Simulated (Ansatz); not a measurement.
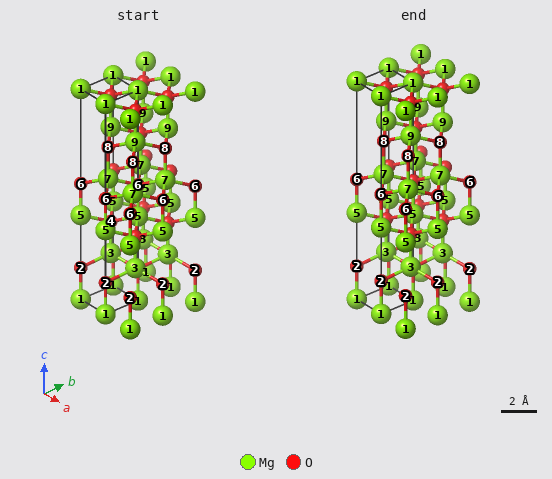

The structure of crystalline MgO (a generated structure, set up in P3m1) before (left) and after (right) a relaxation, at one scale.

A ball-and-stick model of the cell of the calculation, repeated 2 × 2 × 1 with one cell outlined, seen slightly off an axis.

Case: stacking ABACB.

Method: DFT r2SCAN, scalar-relativistic, plane waves, PAW in Ansatz 0.2.0. Settings: plane-wave cutoff 500 eV; k-point mesh 12 × 12 × 2; occupations gaussian; smearing width 0.02 eV; no spin polarisation; cell and atoms relaxed; force threshold 0.01 eV/Å; at most 45 steps.

### Describe what moved and what it gained.

After 4 accepted moves (5 points after the start) the energy has fallen by 24.0 meV per atom. The largest force component goes from 1 to 0.0016 eV/Å. Pressure: 1.64 GPa at the start and 0.00 GPa at the end. The SCF was repeated once at an unchanged geometry on a basis and grid sized afresh for the cell, which shifted the energy by less than 0.05 meV per atom at most. The largest move relative to the cell is that of a Mg atom, 0.034 Å along −c. Largest moves by element: Mg 0.034 Å, O 0.030 Å. The volume changes by +0.7 %, with a = b 3.289 → 3.243 Å (−1.4 %), c 12.583 → 13.034 Å (+3.6 %). Among the contacts that change: Mg–O 1.888 → 1.986 Å, Mg–O 2.000 → 1.972 Å. The space group stays P3m1 (No. 156).
